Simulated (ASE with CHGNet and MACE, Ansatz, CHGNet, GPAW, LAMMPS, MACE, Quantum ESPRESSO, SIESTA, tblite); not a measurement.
# Glassy 65P2O5-35BaO (mol %) (89 atoms) in machine-learned potentials

How do the settings of machine-learned potentials change the result for glassy 65P2O5-35BaO (mol %) (89 atoms)? A plane-wave run serves as the yardstick.

Main program and level: ASE with CHGNet and MACE; the method is named at each step.

### 1. Set-up

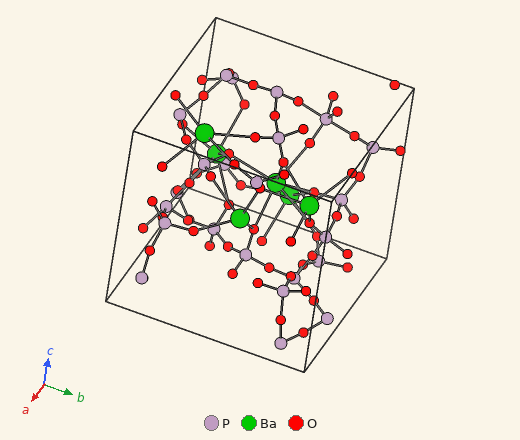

Start, viewed from a free direction; phosphorus pink, barium green, oxygen red. Bonds to atoms that aren't drawn are left out. Some periodic images of atoms are drawn too.

The cell holds 89 atoms: 22 P, 6 Ba and 61 O. Cell: a = 11.076 Å, b = 11.076 Å, c = 11.076 Å, α = 90.0°, β = 90.0°, γ = 90.0°. 89 atoms (22 P, 6 Ba, 61 O) placed at random at 3.09 g/cm³, melted at 4000 K for 10 ps at fixed volume with the Morse and Coulomb pair potential with partial charges (Pedone, Malavasi, Menziani, Cormack and Segre, J. Phys. Chem. B 110, 11780 (2006)). Quenched from 4000 K to 300 K at 10 K/ps and fixed volume, held 10 ps at zero pressure.

The yardstick, on the same geometry:

| Quantity | Value |
| --- | --- |
| method | Kohn-Sham DFT, PBE, SSSP efficiency 1.3.0 pseudopotentials, plane waves (Quantum ESPRESSO 7.5); sssp-pbe-1.3.0-efficiency, cutoffs 60/480 Ry, Γ point |
| r.m.s. force component | 1.49 eV/Å |
| longest force | 7.722 eV/Å |
| pressure | 2.577 GPa |
| gap (highest filled to lowest empty level) | 0.53 eV |
| time | 7.1 min on 4 MPI ranks of Arm Neoverse V1, shared host |
| CPU time | 28 min |

### 2. CHGNet 0.3.0 potential

Method: machine-learned interatomic potential CHGNet 0.3.0, trained on PBE(+U) plane-wave data.

run.py

```python
import numpy as np
from ase.io import read
import mlip  # loads the published weights by name

atoms = read("structure.xyz")
atoms.calc = mlip.calc("chgnet-0.3.0")
energy = atoms.get_potential_energy()
forces = atoms.get_forces()
print(f"energy {energy:.6f} eV")
print("forces (eV/A)")
for i, (a, f) in enumerate(zip(atoms, forces)):
    print(f"{i:4d} {a.symbol:2s} {f[0]:10.5f} {f[1]:10.5f} {f[2]:10.5f}")
stress = -atoms.get_stress(voigt=False) * 160.21766
print("stress (GPa, compression positive)")
for row in stress:
    print(" ".join(f"{x:10.4f}" for x in row))
```

structure.xyz

```xyz
89
Lattice="11.07620 0.00000 0.00000 0.00000 11.07620 0.00000 0.00000 0.00000 11.07620" Properties=species:S:1:pos:R:3 pbc="T T T"
P 10.05974 9.28739 0.47041
P 6.02279 6.18639 9.83766
P 2.74546 8.33938 0.54739
P 5.44417 9.33591 4.31352
P 4.64403 0.35189 8.00698
P 7.29124 10.68023 0.81454
P 3.26549 4.85570 10.42403
P 0.66956 9.60307 7.07459
P 2.76805 1.89481 9.95761
P 1.98862 7.29744 8.83936
P 5.19507 3.29085 2.16241
P 6.69977 1.04404 3.69059
P 9.45907 1.95307 4.83952
P 0.32276 1.48476 7.98871
P 2.42248 8.92897 4.54756
P 2.50411 0.20657 1.46660
P 10.17327 6.67075 9.90511
P 5.68120 8.08718 1.28141
P 0.02570 1.70596 2.26265
P 7.07082 5.76583 2.76296
P 6.05979 2.49392 6.61116
P 9.78228 8.88721 3.50672
Ba 7.59584 8.86727 7.60071
Ba 8.77556 5.67677 6.22549
Ba 0.82817 5.65817 2.43422
Ba 4.58931 5.99477 5.89642
Ba 2.71611 2.04079 4.88305
Ba 8.43298 2.97119 10.42281
O 1.56828 9.43017 5.70347
O 10.64113 1.76311 3.75251
O 7.20806 0.16116 2.25844
O 7.26300 3.30979 6.96870
O 2.36001 5.78432 9.61126
O 2.68421 8.03933 10.09773
O 4.73541 3.30481 6.74950
O 9.70851 1.18670 6.09656
O 9.20831 3.46375 4.77606
O 1.53760 8.80093 8.06148
O 3.92253 1.21672 9.11516
O 8.63855 9.95329 0.49610
O 8.53178 5.67965 2.47099
O 0.69858 0.01584 7.49704
O 2.87804 3.42930 10.03736
O 6.94932 0.65981 10.92844
O 9.13288 6.58513 8.80934
O 4.12544 7.96589 1.07605
O 1.94620 9.58280 3.28786
O 8.14189 1.39228 4.10130
O 9.94211 1.43614 1.36082
O 5.95157 7.39248 10.86520
O 2.78721 6.88330 7.63693
O 1.47435 1.62576 9.10951
O 5.47629 8.80536 2.90495
O 9.82392 7.95891 10.72863
O 4.84030 3.10632 0.75451
O 10.36699 9.04283 7.19211
[... 29 atom lines left out ...]
O 0.71486 2.47188 6.92994
O 10.13627 1.53837 8.78309
O 3.04130 5.26585 0.76969
O 10.37818 5.40840 10.69762
```

Command:

```
$ OMP_NUM_THREADS=1 python run.py > output.txt
```

The program printed:

```text
CHGNet v0.3.0 initialized with 412,525 parameters
CHGNet will run on cpu
energy -661.169495 eV
forces (eV/A)
   0 P     1.48494    1.30795   -0.24037
   1 P     1.19183   -0.51615    0.43513
   2 P    -3.47435    0.08122   -0.65627
   3 P    -0.42026   -0.83456   -1.47522
   4 P    -1.96327   -4.10234   -2.36783
   5 P     0.00379    1.59244    1.83513
   6 P    -0.05701    6.95082    3.14744
   7 P     0.12976   -2.45212    1.15823
   8 P    -1.03118   -2.58596   -3.36389
   9 P     0.37279   -0.64481   -0.72802
  10 P    -1.19819    2.28386   -0.49716
  11 P     0.68381    0.57619    0.37600
  12 P    -0.22883    2.44224    1.97581
  13 P    -1.65381    1.46522   -0.58088
  14 P    -1.71781   -1.51243   -4.82187
  15 P     1.84614   -0.03140    2.55740
  16 P     0.42947   -2.99356   -0.93615
  17 P     1.12303    0.22648    0.00526
  18 P    -2.59079    3.45268   -3.09882
  19 P     2.28386   -2.22642    1.90108
  20 P    -1.72043    3.34478   -0.65590
  21 P    -1.76335    0.20348    1.54798
  22 Ba   -0.07131    0.71481    0.52477
  23 Ba    0.29725   -1.24208   -0.91620
[...]
81 O     0.21992    0.70954    0.18381
  82 O     1.11988    1.31160    0.35011
  83 O     3.15766   -0.43708    2.09100
  84 O    -0.04475    1.27652   -0.85144
  85 O     0.67812    0.04551    0.07177
  86 O     0.14037    0.13270   -0.12024
  87 O    -0.27855   -1.55410    0.32496
  88 O    -0.27889    0.58144    0.55572
stress (GPa, compression positive)
    3.0492    -0.0566     0.6783
   -0.0566     2.2231    -0.9378
    0.6783    -0.9378     1.4401
```

Run time: 4.7 s. Hardware: 1 thread of Arm Neoverse V1, shared host; peak memory 1.1 GiB.

Banners, paths, timers and routine set-up lines are dropped from the logs unmarked, and long logs keep their key lines alone; longer cuts are marked.

Numbers from this run, and their distance from the reference:

```
r.m.s. force component                  : 1.364 eV/Å
r.m.s. difference of force components   : 428 meV/Å
longest difference of force vectors     : 2864 meV/Å
force difference over r.m.s. force      : 28.72 %
slope of forces against the reference's : 0.8775
correlation of force components         : 0.9589
pressure                                : 2.237 GPa
pressure difference                     : -0.3395 GPa
```

Length of the force difference by element (eV/Å):

```
element  atoms  mean  most
     Ba      6  0.37  0.51
      O     61  0.52   2.1
      P     22  0.88   2.9
```

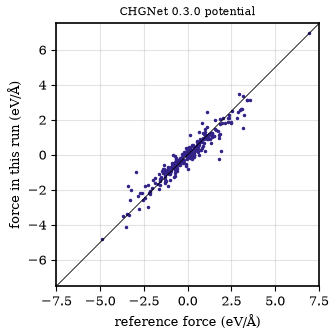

Force components against those of the reference; the line marks equality.

Local excerpt of 10 atoms (numbers count through the whole input) about P7, which bears the longest force; x, y, z are measured from there.

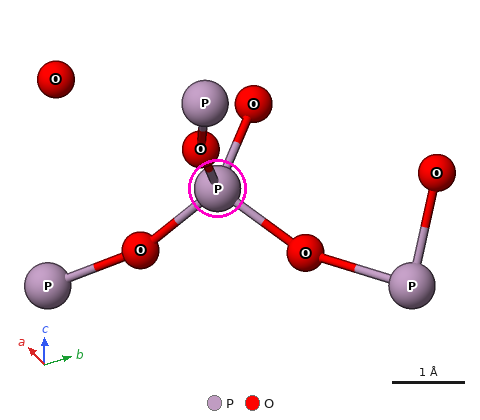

The atoms of the table, within 3.3 Å (arrows a, b, c point along x, y, z); some may hide others; the central atom is ringed.

```
atom      x      y      z  distance (Å)  bonds     Fx     Fy  Fz (eV/Å)
  P7   0.00   0.00   0.00          0.00      4  -0.06   6.95       3.15
 O88  -0.22   0.41   1.42          1.50      2  -0.28  -1.55       0.32
 O43  -0.39  -1.43  -0.39          1.53      2   0.12  -2.17      -0.76
 O33  -0.91   0.93  -0.81          1.53      2  -0.63  -2.05      -0.76
 O73   1.44   0.54  -0.35          1.58      2  -1.32  -2.16      -0.56
 O55   1.57  -1.75   1.41          2.74      1   0.59  -1.09      -1.62
  P9  -0.50  -2.96  -0.47          3.04      4  -1.03  -2.59      -3.36
  P2   2.76   1.33  -0.59          3.12      4   1.19  -0.52       0.44
 P10  -1.28   2.44  -1.58          3.18      5   0.37  -0.64      -0.73
 O34  -0.58   3.18  -0.33          3.25      2   1.35   1.74      -1.06
```

Atoms are counted from 1 here, from 0 in the log.

Forces lie 29 % from the reference's, at 0.0027 times its CPU time (on 1 against 4 cores).

### 3. CHGNet r2SCAN potential

Method: machine-learned interatomic potential CHGNet r2SCAN, trained on r2SCAN plane-wave data.

run.py, as its differences from that of step 2:

```diff
@@ -5,3 +5,3 @@
 atoms = read("structure.xyz")
-atoms.calc = mlip.calc("chgnet-0.3.0")
+atoms.calc = mlip.calc("chgnet-r2scan")
 energy = atoms.get_potential_energy()
```

structure.xyz is that of step 2.

The program printed:

```text
CHGNet vr2scan initialized with 412,525 parameters
CHGNet will run on cpu
energy -930.823914 eV
forces (eV/A)
   0 P     1.55516    1.26636   -0.11807
   1 P     0.89235   -0.74331    0.20771
   2 P    -3.19155   -0.06432   -0.47377
   3 P    -0.30672   -1.06259   -1.22807
   4 P    -1.78929   -3.45150   -2.11518
   5 P    -0.12648    1.50971    1.44542
   6 P    -0.11151    6.54613    3.00753
   7 P     0.15959   -2.04510    0.95206
   8 P    -1.26777   -2.87856   -2.83206
   9 P     0.66621   -0.56786   -0.89624
  10 P    -1.28794    1.98149   -0.62156
  11 P     0.85721    0.83384    0.21398
  12 P     0.13428    1.94828    2.11516
  13 P    -1.58029    1.45509   -0.81358
  14 P    -1.65301   -1.36033   -4.38004
  15 P     1.62304   -0.03793    2.45708
  16 P     0.28210   -2.59174   -0.79635
  17 P     0.76094    0.28917    0.18438
  18 P    -2.25475    3.10345   -2.68884
  19 P     2.29944   -2.11706    1.79490
  20 P    -1.32185    2.82214   -0.62692
  21 P    -1.71924    0.45551    1.72877
  22 Ba   -0.00776    0.63186    0.38466
  23 Ba    0.22970   -0.96312   -0.80449
[...]
81 O     0.10397   -0.03894   -0.23458
  82 O     0.75683    1.68548   -0.01630
  83 O     2.29677   -0.29120    1.47590
  84 O     0.02174    1.37893   -1.16196
  85 O     0.36813   -0.54161    0.72921
  86 O     0.82094    0.08540   -0.46581
  87 O    -0.01907   -1.45664   -0.72647
  88 O    -0.28837    1.17248   -0.03438
stress (GPa, compression positive)
   -2.1258    -0.0680     0.5478
   -0.0680    -2.4304    -0.6480
    0.5478    -0.6480    -3.6098
```

It took 4.4 s on 1 thread; peak memory 1 GiB.

Against the reference:

| Item | Value |
| --- | --- |
| r.m.s. force component | 1.212 eV/Å |
| r.m.s. difference of force components | 639.8 meV/Å |
| longest difference of force vectors | 2644 meV/Å |
| force difference over r.m.s. force | 42.93 % |
| slope of forces against the reference's | 0.7386 |
| correlation of force components | 0.9081 |
| pressure | -2.722 GPa |
| pressure difference | -5.299 GPa |

Against the first run (29 %), the force difference from the reference is 43 %, at 0.93 times the CPU time; this potential was trained at another functional than the reference's, which explains only part of so large a difference.

### 4. MACE MPA-0 medium potential

Method: machine-learned interatomic potential MACE MPA-0 medium, trained on PBE(+U) plane-wave data.

run.py, as its differences from that of step 3:

```diff
@@ -5,3 +5,3 @@
 atoms = read("structure.xyz")
-atoms.calc = mlip.calc("chgnet-r2scan")
+atoms.calc = mlip.calc("mace-mpa-0-medium")
 energy = atoms.get_potential_energy()
```

structure.xyz is that of step 3.

The program printed:

```text
energy -615.757046 eV
forces (eV/A)
   0 P     1.49647    1.15010    0.64028
   1 P     0.98237   -0.84040    0.23549
   2 P    -3.69887    0.14859   -0.79576
   3 P    -0.81121   -0.61450   -1.14797
   4 P    -1.77603   -3.39507   -2.77987
   5 P     0.21221    1.50222    1.90284
   6 P     0.44729    6.71493    3.34290
   7 P    -0.12789   -2.27442    0.69664
   8 P    -1.05742   -2.59038   -3.14364
   9 P     0.19027   -0.34111   -1.01987
  10 P    -0.97252    2.18250   -0.02537
  11 P     1.10241    0.61205    0.10306
  12 P    -0.12423    1.86974    1.46145
  13 P    -1.46480    1.39535   -0.89129
  14 P    -1.88066   -1.74916   -4.63951
  15 P     1.20247   -0.00138    2.65408
  16 P     0.17411   -2.48116   -0.80581
  17 P     1.47557    0.20929    0.33338
  18 P    -2.91272    3.00738   -3.11402
  19 P     2.46176   -2.29334    2.16297
  20 P    -1.59163    3.06788   -0.60386
  21 P    -1.80294    0.80218    1.51074
  22 Ba   -0.23862    0.85794    0.35856
  23 Ba    0.33229   -1.43946   -1.10875
[...]
81 O     0.29274    0.43345    0.10425
  82 O     1.09663    1.32453    0.33170
  83 O     3.23185   -0.46530    2.01575
  84 O     0.06944    1.39365   -1.12112
  85 O     0.84922    0.15553   -0.03842
  86 O    -0.02022    0.13380    0.08121
  87 O    -0.36150   -1.41132    0.35347
  88 O    -0.20301    0.53781    0.53400
stress (GPa, compression positive)
    2.6574    -0.0512     0.8317
   -0.0512     1.9391    -1.1389
    0.8317    -1.1389     0.9412
```

Elapsed: 10 s, on 1 thread; peak memory 0.98 GiB.

Numbers from this run, and their distance from the reference:

```yaml
r_m_s_force_component: 1.362 eV/Å
r_m_s_difference_of_force_components: 308.4 meV/Å
longest_difference_of_force_vectors: 2547 meV/Å
force_difference_over_r_m_s_force: 20.69 %
slope_of_forces_against_the_reference_s: 0.8964
correlation_of_force_components: 0.9806
pressure: 1.846 GPa
pressure_difference: -0.7311 GPa
```

Against the first run (29 %), the force difference from the reference is 21 %, at 2.1 times the CPU time.

### 5. All runs compared

Differences are against the plane-wave reference, forces as r.m.s. over components; share is that over the reference's r.m.s. force, slope the least-squares factor from reference forces to these. Total energies of different programs have different zeros and aren't compared.

```
                        run  Δ force, r.m.s. (meV/Å)  share (%)  slope  Δ pressure (GPa)  cores  CPU time  memory (GiB)
                  reference                        -          -      -                 -      4    28 min           4.4
     CHGNet 0.3.0 potential                      428       28.7  0.877            -0.340      1     4.6 s           1.1
    CHGNet r2SCAN potential                      640       42.9  0.739             -5.30      1     4.3 s           1.0
MACE MPA-0 medium potential                      308       20.7  0.896            -0.731      1     9.6 s          0.98
```

Times of the machine-learned potentials are mostly Python's start and the loading of weights.

CPU time is summed over cores on a shared host, where runs went side by side, so it is rough. Symmetry, cutoffs, thresholds, outputs and thread counts weren't matched or tuned between programs; memory under MPI is the largest rank's times the ranks.

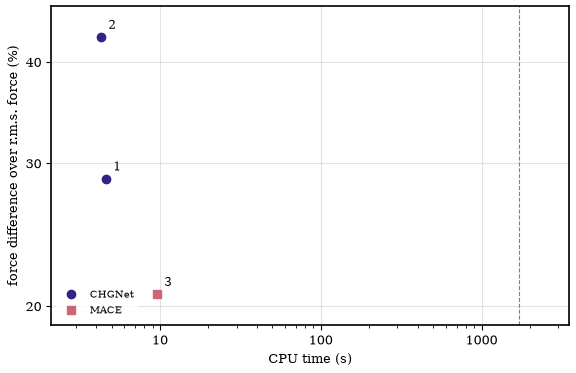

Force difference against CPU time; the dashed line marks the reference's time. Points: 1 CHGNet 0.3.0 potential; 2 CHGNet r2SCAN potential; 3 MACE MPA-0 medium potential.

### 6. Summary of results

| Quantity | Value |
| --- | --- |
| nearest in forces | MACE MPA-0 medium potential, 21 % |
| its CPU time | 9.6 s |

In words: Machine-learned potentials differ by 21 % (MACE MPA-0 medium potential) to 43 % (CHGNet r2SCAN potential); they were trained on other programs' data, some at another functional. The reference's pressure holds the uncorrected Pulay stress of its 60 Ry basis, so small pressure differences, and their order, may be the reference's own error. In our tests on small cells the SSSP efficiency potentials stood apart from two norm-conserving sets, for C–F bonds most and for P–O bonds less, so differences between them and other runs here needn't be the other run's error. Machine-learned potentials mimic data converged in k, so the reference's own k-point error enters their differences. The quench rate of 10 K/ps is many orders above laboratory rates, so the cell is likely richer in defects and strain than a real sample. The network of bonds at the start is that of the classical potential that made the cell, and needn't be the one that DFT or experiment would give. The electronic-structure runs sample only Γ, in a cell whose shortest periodic width is 11 Å. Spin–orbit coupling is left out, which matters for the levels of the heavy elements.

[Also dropped from logs without a mark: logging warnings of Python, and SIESTA's first energy breakdown and zero terms.]

[Logs are printed without paths, hosts, clocks, repeated set-up lines and the standing remarks that a program may print on its own settings, such as how far it seeks lower states.]

[Hosts, paths, dates, database ids (printed as entryN), source tags and the programs' standing remarks are cut or masked in the printed files.]
